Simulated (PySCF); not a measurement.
# Energy of PbS along an even scaling of the cell

System: PbS (Fm-3m, 2 atoms in the cell).
Method: Kohn-Sham DFT of a periodic cell in Gaussian orbitals, PBEsol, DZVP-MOLOPT-SR/GTH-PBE, no spin polarisation (PySCF 2.14.0).

The 7 runs differ only in the geometry, by an even scaling of the cell at fixed fractional positions. The structure derives from an entry of the Crystallography Open Database.

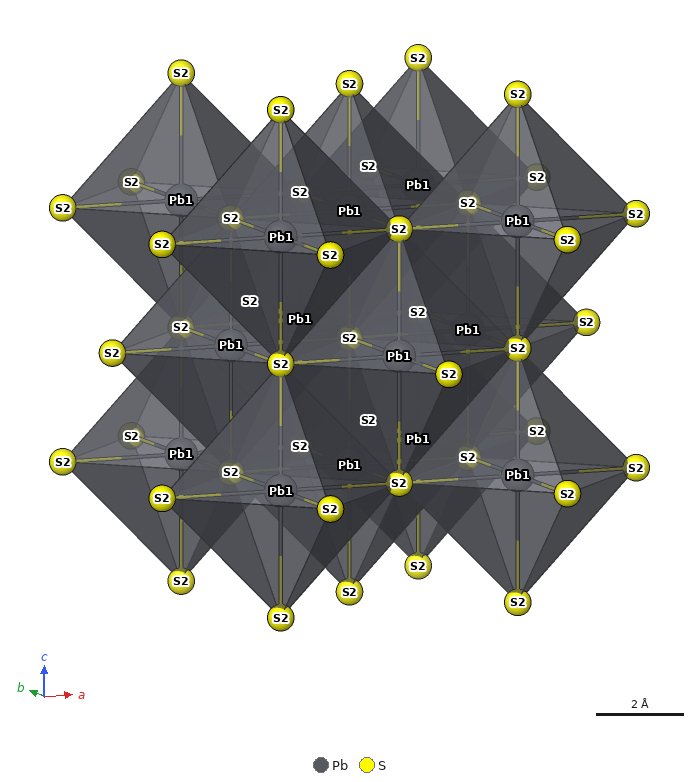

Figure 1. The structure of run 4 (polyhedral view of the cell 4 times as large as that of the calculation, set on its symmetry axes, seen slightly off an axis; polyhedra are completed across the faces of the cell; atoms are numbered from 1 in the order of the input).

**Input file of run 4**
```python
import json
import numpy as np
from pyscf.pbc import gto, scf, dft, df

cell = gto.Cell()
cell.basis = {'Pb': 'DZVP-MOLOPT-SR-GTH-q4', 'S': 'DZVP-MOLOPT-SR-GTH-q6'}
cell.pseudo = {'Pb': 'GTH-PBE-q4', 'S': 'GTH-PBE-q6'}
cell.fromfile('PbS.cif')
cell.ke_cutoff = 66  # hartree
cell.exp_to_discard = 0.02
cell.precision = 1e-08
cell.space_group_symmetry = True
cell.symmorphic = False
cell.max_memory = 5040  # MB
cell.verbose = 4
cell.build()

res = {}
kpts = cell.make_kpts([6, 6, 6], space_group_symmetry=True, time_reversal_symmetry=True)
cell.space_group_symmetry = False  # the mesh holds the operations; no search on the supercells of the integral code
mf = dft.KRKS(cell, kpts, xc='pbesol')
mf = mf.multigrid_numint()
mf = mf.smearing(sigma=0.00183747, method='fermi')  # hartree
mf.conv_tol = 1e-07
mf.max_cycle = 60

mf.kernel()
res.update(converged=bool(mf.converged), e_tot=mf.e_tot, nelec=cell.nelectron, nao=cell.nao, mesh=list(map(int, cell.mesh)), a=cell.lattice_vectors().tolist(), coords=cell.atom_coords().tolist(),
           mo_energy=[np.real(x).tolist() for x in mf.mo_energy], mo_occ=[np.real(x).tolist() for x in mf.mo_occ])
res.update(e_free=mf.e_free, e_zero=mf.e_zero)
res.update(kpts=kpts.kpts_scaled_ibz.tolist(), weights=kpts.weights_ibz.tolist())
res['parts'] = {k: float(np.real(v)) for k, v in mf.scf_summary.items() if np.isscalar(v)}
json.dump(res, open('results.json', 'w'))
if not mf.converged:
    raise SystemExit('SCF not converged')

print('levels (eV)')
for i, kp in enumerate(res['kpts'][:40]):
    print('k %7.4f %7.4f %7.4f  ' % tuple(kp), ' '.join('%.3f' % (x * 27.211386) for x in res['mo_energy'][i][:10]))

mf = mf.to_khf()  # unfold to the whole mesh
kpts = mf.kpts
# Mulliken populations
dm, s = np.asarray(mf.make_rdm1()), np.asarray(mf.get_ovlp())
sites = cell.aoslice_by_atom()[:, 2:]
tot = np.einsum('kij,kji->i', dm, s).real / len(kpts)
res['mulliken'] = [cell.atom_charge(i) - tot[a0:a1].sum() for i, (a0, a1) in enumerate(sites)]
print('Mulliken charges', np.round(res['mulliken'], 5))
res['done'] = True
json.dump(res, open('results.json', 'w'))
```

**File PbS.cif of run 4**
```
data_PbS
_cell_length_a 4.19420387
_cell_length_b 4.19420387
_cell_length_c 4.19420387
_cell_angle_alpha 60.00000000
_cell_angle_beta 60.00000000
_cell_angle_gamma 60.00000000
_space_group_name_H-M_alt 'P1'
_space_group_name_Hall 'P 1'
_space_group_IT_number 1
loop_
_space_group_symop_operation_xyz
'x,y,z'
loop_
_atom_site_label
_atom_site_type_symbol
_atom_site_symmetry_multiplicity
_atom_site_Wyckoff_symbol
_atom_site_fract_x
_atom_site_fract_y
_atom_site_fract_z
_atom_site_occupancy
Pb1 Pb 1 a 0.0000000000 0.0000000000 0.0000000000 1
S1 S 1 a 0.5000000000 0.5000000000 0.5000000000 1
```

Command:
```bash
OMP_NUM_THREADS=4 python -u run.py > log
```

Lattice vectors (Å) and fractional positions of run 4:
```
   0.000000    2.965750    2.965750
   2.965750    0.000000    2.965750
   2.965750    2.965750    0.000000
Pb  0.000000  0.000000  0.000000
S   0.500000  0.500000  0.500000
```

Run 3 has the same physical settings and fractional positions; its lattice vectors (Å) are:
```
   0.000000    2.945845    2.945845
   2.945845    0.000000    2.945845
   2.945845    2.945845    0.000000
```

**Results, with one run withheld**

```tsv
run	volume per atom (Å³)	free energy per atom, from the lowest run given (meV)	gap on the mesh (eV)
1	24.521	26.70	0.00
2	25.042	13.48	0.09
3	25.564	?	?
4	26.086	0.49	0.24
5	26.607	0.00	0.30
6	27.129	3.05	0.36
7	27.651	9.30	0.42
```

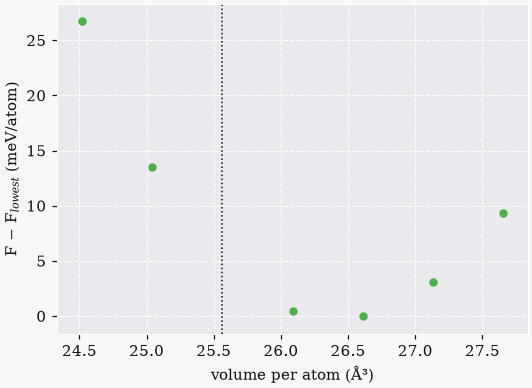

Figure 2. Free energy per atom of the runs given; the dotted line marks run 3.

What should run 3 give?

A cubic polynomial in V^(−2/3) (the Birch–Murnaghan form), fitted to the 6 runs given, misses them by at most 0.01 meV per atom. With x = V^(−2/3) − 0.11355 Å⁻², it reads F = 0.29332 + 1329.5 x + 8.2455e+05 x² − 1.463e+06 x³ (meV per atom). At run 3 it gives 4.86 meV per atom, and the run itself gives 4.87. The fit has its minimum at 26.415 Å³ per atom, where V d²F/dV² gives 56.8 GPa: the bulk modulus at this level, since symmetry fixes the shape and the positions. The gap on the mesh goes, without turning, from 0.00 eV in run 1 to 0.42 eV in run 7; run 3 has 0.16 eV. These are gaps of this functional on this mesh, which can miss the band edges; they aren't the measured gap.

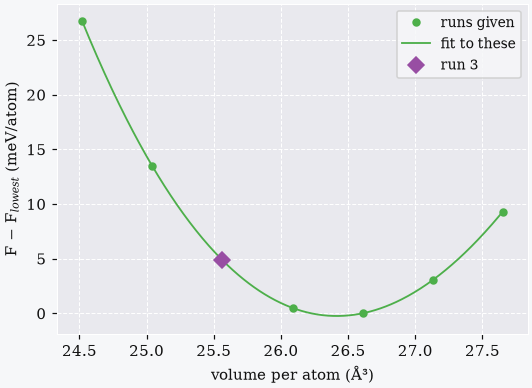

Figure 3. The fit and the withheld run.

**Output, shortened to warnings, some set-up lines, iterations and results (run 3)**
```
k-points in IBZ                         weights
[...]
cycle= 1 E= -13.7202174028485  delta_E= -0.298  |g|= 1.36  |ddm|= 10.2
cycle= 2 E= -13.640352658369  delta_E= 0.0799  |g|= 2.03  |ddm|= 7.78
cycle= 3 E= -13.789762253327  delta_E= -0.149  |g|= 0.0574  |ddm|= 3.83
cycle= 4 E= -13.7898837711343  delta_E= -0.000122  |g|= 0.00519  |ddm|= 0.299
cycle= 5 E= -13.7898854426398  delta_E= -1.67e-06  |g|= 0.000172  |ddm|= 0.0158
cycle= 6 E= -13.7898854657282  delta_E= -2.31e-08  |g|= 2.36e-05  |ddm|= 0.000518
    sigma = 0.00183747  Optimized mu = 0.215667332578  entropy = 0.0328680963885
nelec by numeric integration = 10.000000000000016
    Total E(T) = -13.789885474733  Free energy = -13.789945868874  E0 = -13.7899156718035
Extra cycle  E= -13.789885474733  delta_E= -9e-09  |g|= 3.86e-05  |ddm|= 0.000211
converged SCF energy = -13.789885474733
levels (eV)
k  0.0000  0.0000  0.0000   -7.981 -0.225 3.501 3.501 3.501 11.052 11.052 11.052 12.559 12.559
k  0.5000  0.5000  0.0000   -6.425 -1.464 0.222 2.118 2.118 9.304 11.411 11.549 11.549 17.123
k  0.5000  0.5000  0.5000   -6.668 -3.282 3.782 3.782 5.787 5.951 7.581 7.581 14.681 18.977
k  0.6667  0.6667 -0.0000   -6.904 -1.737 2.280 2.429 2.429 9.480 9.786 11.066 11.066 16.435
k  0.6667  0.6667  0.3333   -6.422 -2.610 0.973 2.951 3.660 8.401 9.103 10.587 13.366 16.963
k  0.6667  0.6667  0.6667   -7.123 -2.493 3.686 3.686 4.956 7.166 8.189 8.189 13.742 15.597
k  0.8333  0.5000  0.3333   -6.353 -2.115 0.602 1.522 3.835 8.856 9.973 10.951 12.803 16.842
k  0.8333  0.5000  0.5000   -6.503 -2.093 0.984 2.422 2.728 9.396 10.477 10.558 11.534 18.260
k  0.8333  0.6667  0.3333   -6.422 -2.622 1.501 1.784 4.645 7.491 9.904 10.289 14.372 14.612
k  0.8333  0.6667  0.5000   -6.715 -2.378 1.863 2.403 4.182 8.015 9.478 9.972 12.817 17.559
k  0.8333  0.8333 -0.0000   -7.674 -1.058 3.117 3.117 4.604 7.965 10.635 10.635 11.250 14.844
k  0.8333  0.8333  0.1667   -7.182 -1.986 2.960 2.982 4.218 7.695 9.525 9.796 11.783 16.366
k  0.8333  0.8333  0.3333   -6.625 -2.939 2.539 3.204 4.226 7.461 8.598 9.286 13.524 16.995
k  0.8333  0.8333  0.5000   -6.768 -2.770 2.230 3.690 4.987 6.847 7.953 9.677 14.503 15.861
k  0.8333  0.8333  0.6667   -7.378 -1.802 2.650 3.885 4.979 7.416 8.352 9.963 13.723 13.833
k  0.8333  0.8333  0.8333   -7.750 -1.040 3.549 3.549 4.068 9.149 9.721 9.721 12.969 13.381
Mulliken charges [ 0.41872 -0.41872]
```

Notes: Spin–orbit coupling is left out, which matters for Pb.
